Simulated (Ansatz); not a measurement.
# Dielectric function and optical constants of BN (Qingsongite)

What colour and refractive index does BN (Qingsongite) have at this level of theory?

Method: DFT, PBE, plane-wave PAW, default files, scalar-relativistic, independent-particle optical response without local fields, in Ansatz 0.2.0.

## 1. The structure

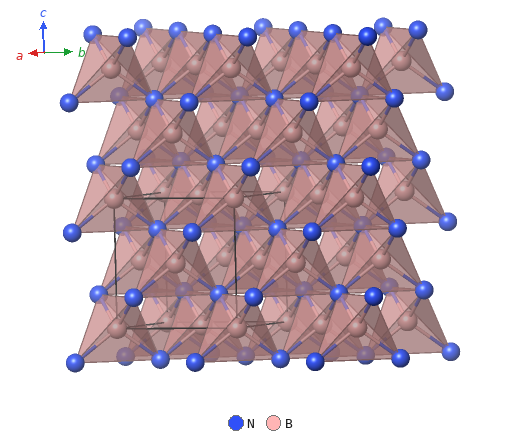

The cell as given, slightly off an axis (nitrogen blue, boron pink). 1×2×2 cells are drawn. This picture shows the conventional cell, with its axes. Some periodic images of atoms are drawn too.

## 2. Ground state and bands

The self-consistent density comes first; it also tells whether there is a gap, which decides the occupations and the need for a Drude term.

This step: DFT, PBE, plane-wave PAW, default files, scalar-relativistic, ground state (Ansatz 0.2.0).

input.yaml reads:

```yaml
crystal:
  lattice:
    - [0.0, 1.8075, 1.8075]
    - [1.8075, 0.0, 1.8075]
    - [1.8075, 1.8075, 0.0]
  atoms:
    - { symbol: "N", position: [0.75, 0.75, 0.75] }
    - { symbol: B, position: [0.0, 0.0, 0.0] }
kpoints:
  mp_grid: { grid: [11, 11, 11] }
  band_path:
    path:
      - [[0.0, 0.0, 0.0], [0.5, 0.0, 0.5], [0.5, 0.25, 0.75], [0.375, 0.375, 0.75], [0.0, 0.0, 0.0], [0.5, 0.5, 0.5], [0.625, 0.25, 0.625], [0.5, 0.25, 0.75], [0.5, 0.5, 0.5], [0.375, 0.375, 0.75]]
      - [[0.625, 0.25, 0.625], [0.5, 0.0, 0.5]]
    npoints: 6
scf:
  occupations: { method: fermi_dirac, width: 0.05 }
  n_extra_bands: 6
hamiltonian:
  xc: pbe
  pseudopotentials: { kind: paw }
output:
  forces: true
  stress: true
  populations: true
  write_bands: true
  write_density: true
  write_potential: true
  elf: true
  volumetric_format: npy
```

The run is started by

```console
$ ansatz run input.yaml --threads 4 --pin off --max-ram 8192MiB --backend cpu --events-out ev --progress --plain --runs-dir out
```

Numbers of over 12 decimals in the logs are rounded to 6 here.

Log:

```text
scf.n_extra_bands = 6 over 4 filled bands (N_el = 8.0): the run solves 10 bands
Engine: ansatz 0.2.0, x86_64-unknown-linux-gnu
Pseudopotentials: kind: paw
Pseudopotential: N, paw, valence charge 5, recommended cutoff 420 eV (normal), N.paw.azcp
Pseudopotential: B, paw, valence charge 3, recommended cutoff 420 eV (normal), B.paw.azcp
Functional definition: PBE
  parameter kappa = 0.804
  parameter beta = 0.066725
  exchange = pbe_x(kappa = kappa, mu = beta*pi^2/3)
  correlation = pbe_c(beta = beta)
Crystal: 2 atoms, lattice volume = 11.810 Å³
Basis set: ecut = 420 eV, 259 PW (Γ), exchange–correlation on 36×36×36 points (8 copies of the dense FFT grid, shifted against one another)
Bands: 10, of which v1, the nominal top of the filled ones, is band 4 counted from 1 (3 counted from 0)
Symmetry: 24 space group operations
Space group: F-43m (ITA 216), of the structure as read, at distance tolerance 2.3e-5 Å
k-points: 56 of 1331 (time reversal used)
Non-local potential: N, projectors of the file, l = 0: 2, l = 1: 2, l = 2: 1
Non-local potential: B, projectors of the file, l = 0: 2, l = 1: 2, l = 2: 1
PAW form: soft (Blöchl's): semilocal exchange-correlation on the pseudo side does not see the compensation charge
PAW one-centre angular grid: N, 110 points (default); XC on 64 Gauss nodes
PAW one-centre angular grid: B, 110 points (default); XC on 64 Gauss nodes
Initial density: superposition of atomic densities (neutral atoms: chi_scale 0, normalization atom), corrected by the library's trained network
Initial wavefunctions: pseudopotential atomic-orbital guess
Functional: x = pbe(κ = 0.804, μ = 0.219515), c = pbe(β = 0.066725)
SCF iter   1: F=—  HF=-542.274743 eV  |F-HF|=—  |Δ(HF+E_count)|=         —  Δρ=1.55e-3  dr2=1.42e-4  ethr=1.77e-3  ⟨swp⟩=4.4  Hψ=3183  notcnv=0  defer=11
preconditioner: auto → none  [insulator: Δε(μ)=4.578 eV  Ē_g=23.574 eV  σ=0.050 eV  W_gap=1.00  n_scr=0 (ndim 8)  ℏωp=30.6 eV  f_vac=0.000  D(μ)=0.00/eV (n_scr^D=0)  ε∞_Penn≈2.7]
SCF iter   2: F=—  HF=-542.274853 eV  |F-HF|=—  |Δ(HF+E_count)|=   1.09e-4  Δρ=8.21e-4  dr2=2.23e-5  ethr=1.77e-6  ⟨swp⟩=2.1  Hψ=1231  notcnv=0  defer=35
SCF iter   3: F=—  HF=-542.274900 eV  |F-HF|=—  |Δ(HF+E_count)|=   4.75e-5  Δρ=3.57e-4  dr2=5.45e-6  ethr=2.79e-7  ⟨swp⟩=2.0  Hψ=675  notcnv=0  defer=35
iter 4 did not close the SCF: its close was put off for the readings that it lacked (scf_convergence_deferred on its scf_iter line)
SCF iter   4: F=-542.274914 eV  HF=-542.274914 eV  |F-HF|=1.69e-8  |Δ(HF+E_count)|=   1.41e-5  Δρ=2.38e-5  dr2=1.99e-8  ethr=6.82e-8  ⟨swp⟩=2.3  Hψ=683  notcnv=0  defer=35
iter 5 did not close the SCF: its close was put off for the readings that it lacked (scf_convergence_deferred on its scf_iter line)
SCF iter   5: F=-542.274914 eV  HF=-542.274914 eV  |F-HF|=4.85e-9  |Δ(HF+E_count)|=   1.74e-8  Δρ=9.08e-6  dr2=2.47e-9  ethr=2.48e-10  ⟨swp⟩=1.7  Hψ=539  notcnv=0  defer=35
SCF iter   6: F=-542.274914 eV  HF=-542.274914 eV  |F-HF|=7.96e-12  |Δ(HF+E_count)|=   5.43e-9  Δρ=8.61e-7  dr2=2.98e-11  ethr=3.09e-11  ⟨swp⟩=7.5  Hψ=2914  notcnv=0
SCF 1 converged in 6 iterations: F = -542.274914 eV  dr2 = 2.98e-11
  greatest PAW one-centre occupation: 0.787 electrons in one spin orbital (limit 2), on the N atom at site 0 (counted from 0), in its partial waves of l = 0
NSCF: frozen V_eff on 62 k-points
SCF converged after 6 iterations
Free energy (F): -542.274914 eV
Harris-Foulkes:  -542.274914 eV  (|F-HF|=7.96e-12)
Internal energy: -542.274914 eV  (E = F + TS)
E sigma→0 (E₀):  -542.274914 eV
Fermi energy:    13.452978 eV
--- Per-component energies (eV) ---
  E_band       = 26.442958
  E_kinetic    = 185.618469
  E_local      = -175.300732  (includes V_loc(G=0)·N_el)
  E_nonlocal   = 56.583203
  E_hartree    = 49.108443
  E_xc         = -93.447722
  E_vxc        = -116.231851  (∫ρ·V_xc dr)
  E_paw        = -206.452029  (= ΣΔE_a)
  E_vpaw       = -22.443113  (= ΣTr[D̂ρ^β])
  E_aug_tail   = 0.000103  (compensation charges beyond the density's cutoff)
  E_ewald      = -358.384650
  E_smearing   = -0.000000  (= −TS)
  E_closure    = 0.000000  (closes the sum)
  Σ components = -542.274914   (vs F -542.274914, Δ=0.00e0)
--- Forces (eV/Å), atoms counted from 1 ---
  atom   1  N      0.00000000     0.00000000     0.00000000
  atom   2  B     -0.00000000     0.00000000    -0.00000000
  max |Σ_I F_I| component: 6.11e-16 eV/Å
--- Stress (GPa, compression-positive) ---
        3.028443      -0.000000      -0.000000
       -0.000000       3.028443       0.000000
       -0.000000       0.000000       3.028443
  P = ⅓ Tr σ = 3.0284 GPa (30.284 kbar)
--- Band table (eV; the first three rows and the last of 56) ---
  k-point 0: bands = ["-9.0521", "11.1795", "11.1795", "11.1795", "20.0104", "20.0104", "20.0104", "21.5014", "35.8698", "38.9268"]
  k-point 1: bands = ["-8.8509", "10.1119", "10.9675", "10.9675", "20.2434", "20.3323", "20.3323", "22.1711", "35.6346", "36.5338"]
  k-point 2: bands = ["-8.2566", "7.7317", "10.4679", "10.4679", "20.5785", "21.0441", "21.0441", "23.6643", "35.0024", "35.0024"]
  k-point 55: bands = ["-3.2403", "3.4188", "3.8752", "5.4531", "20.4733", "24.2635", "25.6571", "26.5756", "30.1904", "36.7997"]
--- Löwdin populations: 2 sites ---
  site symbol       q [e]
     0      N      5.2814
     1      B      2.6903
  spilling = 0.003537 (of n_electrons = 8.000000)
```

Elapsed: 6.5 s, on 4 threads of AMD EPYC 9R14 (Zen 4), shared host; peak memory 0.4 GiB; 2.6 s of CPU time.

This step gave:

| Property | Result |
| --- | --- |
| free energy | -542.2749 eV |
| Fermi energy | 13.45 eV |
| gap by band count | 4.575 eV |
| electrons | 8 |
| symmetry operations | 24 |
| pressure | 3.028 GPa |
| gap on the k-mesh | 4.575 eV |
| volume | 11.81 Å³ |
| gap on the path | 4.472 eV |
| least direct gap on the path | 8.831 eV |

There is a gap, 4.47 eV on the path, so no carriers' term is needed. The cell is left with a pressure of 3.0 GPa, as it stands unrelaxed at this level.

Electronic bands along the path, in eV, zero at the Fermi level; v1 is the highest filled band, c1 the lowest empty one:

| point | v3 | v2 | v1 | c1 | c2 | c3 | c4 |
| --- | --- | --- | --- | --- | --- | --- | --- |
| Γ | -2.27 | -2.27 | -2.27 | 6.56 | 6.56 | 6.56 | 8.05 |
| X | -11.19 | -7.18 | -7.18 | 2.20 | 6.97 | 15.64 | 15.64 |
| W | -9.86 | -9.24 | -8.78 | 7.33 | 11.02 | 12.24 | 12.38 |
| K | -10.40 | -9.93 | -6.35 | 4.65 | 10.61 | 13.55 | 14.39 |
| Γ | -2.27 | -2.27 | -2.27 | 6.56 | 6.56 | 6.56 | 8.05 |
| L | -12.96 | -4.21 | -4.21 | 7.86 | 8.45 | 8.45 | 12.98 |
| U | -10.40 | -9.93 | -6.35 | 4.65 | 10.61 | 13.55 | 14.39 |
| W | -9.86 | -9.24 | -8.78 | 7.33 | 11.02 | 12.24 | 12.38 |
| L | -12.96 | -4.21 | -4.21 | 7.86 | 8.45 | 8.45 | 12.98 |
| K | -10.40 | -9.93 | -6.35 | 4.65 | 10.61 | 13.55 | 14.39 |
| jump to U | -10.40 | -9.93 | -6.35 | 4.65 | 10.61 | 13.55 | 14.39 |
| X | -11.19 | -7.18 | -7.18 | 2.20 | 6.97 | 15.64 | 15.64 |

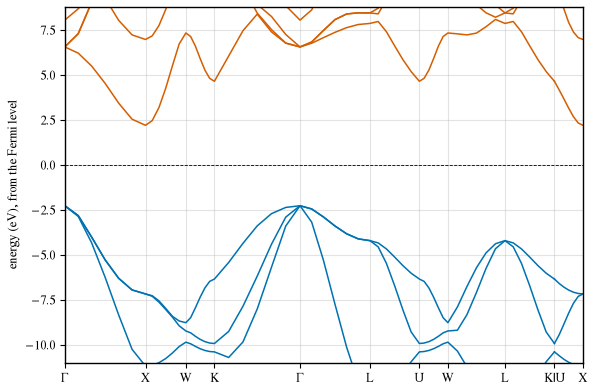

Electronic bands along the path; lines of filled and empty bands in two colours.

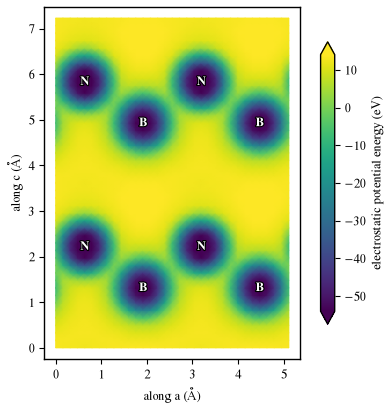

Electrostatic potential energy in the ac plane of a cell with a along [110], b along [-110] and c along [001] of the cube at fractional y = 0.000, with atoms of N and B within 0.2 Å of it. With pseudopotentials it is smooth inside the atoms' cores, unlike the true potential. The map starts off the cell's origin, so that atoms lie inside it.

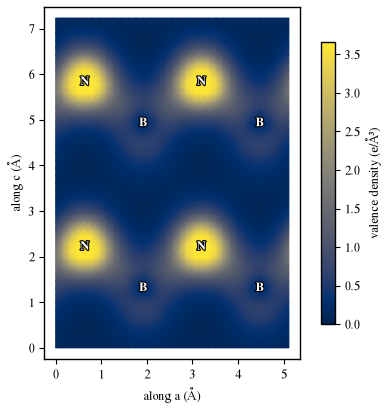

Valence density in the ac plane of a cell with a along [110], b along [-110] and c along [001] of the cube at fractional y = 0.000, with atoms of N and B within 0.2 Å of it. It is the smooth field of the valence electrons, not physical close to the nuclei. The map starts off the cell's origin, so that atoms lie inside it.

## 3. Spectrum

With the density converged, the vertical transitions are summed over the zone.

This step: DFT, PBE, plane-wave PAW, default files, scalar-relativistic, independent-particle optical response without local fields (Ansatz 0.2.0).

input.yaml, the sections that differ from step 2:

```yaml
kpoints:
  mp_grid: { grid: [11, 11, 11] }
scf:
  occupations: { method: fixed }
output:
  optics:
    e_range: [0, 20]
    de: 0.05
    sigma: 0.1
    nscf_kmesh: { grid: [12, 12, 12] }
    bands: { spectra_wanted_up_to: 20 }
# crystal, hamiltonian: as in step 2
```

Log:

```text
[...]
Crystal: 2 atoms, lattice volume = 11.810 Å³
Basis set: ecut = 420 eV, 259 PW (Γ)
Bands: 8, of which v1, the nominal top of the filled ones, is band 4 counted from 1 (3 counted from 0)
Symmetry: 24 space group operations
[...]
k-points: 56 of 1331 (time reversal used)
[...]
SCF iter   1: F=—  HF=-542.274718 eV  |F-HF|=—  |Δ(HF+E_count)|=         —  Δρ=1.55e-3  dr2=1.42e-4  ethr=1.77e-3  ⟨swp⟩=3.8  Hψ=2553  notcnv=0  defer=89
[...]
SCF iter   7: F=-542.274911 eV  HF=-542.274911 eV  |F-HF|=4.55e-13  |Δ(HF+E_count)|=  9.09e-13  Δρ=2.17e-7  dr2=1.98e-12  ethr=1.00e-12  ⟨swp⟩=2.9  Hψ=1493  notcnv=0
SCF 1 converged in 7 iterations: F = -542.274911 eV  dr2 = 1.98e-12
[...]
NSCF: frozen V_eff on 72 k-points
[...]
output.optics: what the bands over the 13 summed would add to eps1, eps2 and the energy-loss function is held between a lower and an upper bound (5 Lanczos steps). eps1, eps2 and their loss function (loss_summed_bands) are given on every row as the summed bands alone make them. Along an axis, on a row where the two bounds hold the loss function to about 1 % of the greater of itself and 0.5 % of |1/eps|, its cell (loss_completed) is given, with the completed eps1 and eps2 that it is formed of (a cell that is left empty reads nan in the table and null in the record). The two bounds hold it so along every axis on all 401 rows up to 20.000 eV. [rest of the remark cut]
SCF converged after 7 iterations
Free energy (F): -542.274911 eV
[...]
Internal energy: -542.274911 eV  (E = F + TS)
E sigma→0 (E₀):  -542.274911 eV
Fermi energy:    11.179540 eV
[...]
--- Band table (eV; the first three rows and the last of 56) ---
[...]
```

It took 1.9 s on 4 threads; peak memory 0.61 GiB; 6.2 s of CPU time.

Numbers from this step:

```
electronic dielectric constant ε∞, mean over x, y and z (by symmetry where fewer were run) : 4.707
absorption onset, first axis (α over 10⁴ cm⁻¹, or the direct gap if that lies higher)      : 8.831 eV
main peak of Im epsilon, first axis                                                        : 12.01 eV
least direct gap on the mesh                                                               : 8.831 eV
bands summed                                                                               : 13
spectra valid up to                                                                        : 28.02 eV
program's estimate of the k-sum error in Im epsilon                                        : 0.11 %
electrons in the f-sum                                                                     : 6.583
```

Im ε, any direction against photon energy; read off at these points:

```
photon energy (eV)  Im ε, any direction
               8.0                    0
               9.0                 1.78
              10.0                 8.06
              11.0                 10.1
              12.0                 18.2
              13.0                 8.55
              14.0                 5.47
              14.6                 6.99
              15.0                 5.74
              16.0                 3.86
              17.0                 2.70
              18.0                 1.93
              19.0                 1.39
              20.0                 1.03
```

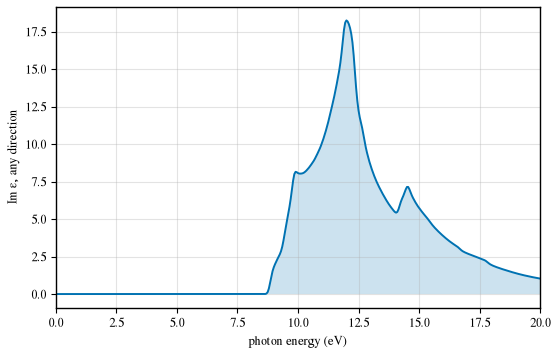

Im ε, any direction against photon energy.

Table of Re ε, any direction by photon energy:

```csv
photon energy (eV),"Re ε, any direction"
0,4.71
1,4.73
2,4.81
3,4.94
4,5.14
5,5.44
6,5.90
7,6.61
8,7.91
9,11.5
10,10.5
11,9.41
12,3.05
13,-3.66
14,-1.79
15,-2.95
16,-2.97
17,-2.49
18,-2.16
19,-1.61
20,-1.09
```

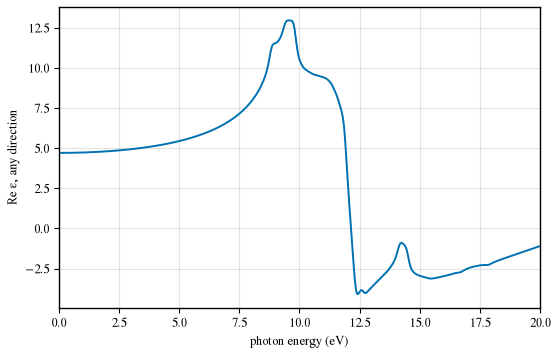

Re ε, any direction against photon energy.

Refractive index n and extinction k against photon energy:

```
photon energy (eV)      n     k
                 0   2.17     0
                 2   2.19     0
                 4   2.27     0
                 6   2.43     0
                 8   2.81     0
                10   3.45  1.17
                12   3.28  2.78
                14   1.41  1.94
                16  0.975  1.98
                18  0.606  1.59
                20  0.453  1.14
```

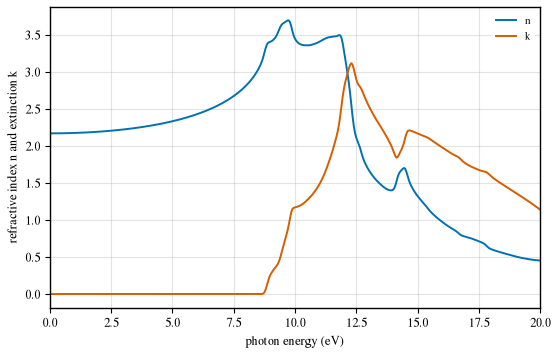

Refractive index n and extinction k against photon energy.

Values under 1 per cm are given as 1. The absorption coefficient, any direction by photon energy:

```csv
photon energy (eV),"absorption coefficient, any direction (1/cm)"
0.00,1
1.00,1
2.00,1
3.00,1
4.00,1
5.00,1
6.00,1
7.00,1
8.00,1
9.00,2.4e5
10.00,1.2e6
11.00,1.7e6
12.00,3.4e6
13.00,3.4e6
14.00,2.8e6
15.00,3.3e6
16.00,3.2e6
17.00,3.0e6
18.00,2.9e6
19.00,2.6e6
20.00,2.3e6
```

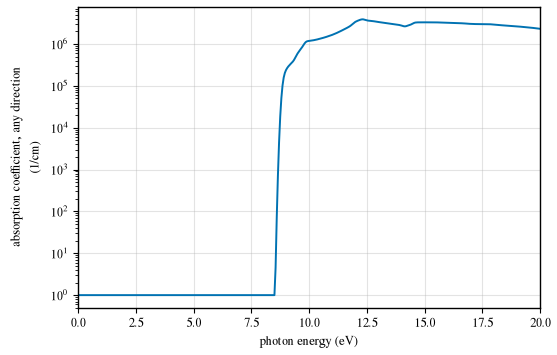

Absorption coefficient, any direction, plotted against photon energy.

[end of part 1 of 2]

[Logs are printed without paths, hosts, clocks, repeated set-up lines and the standing remarks that a program may print on its own settings, such as how far it seeks lower states.]

[Hosts, paths, dates, database ids (printed as entryN), source tags and the programs' standing remarks are cut or masked in the printed files.]
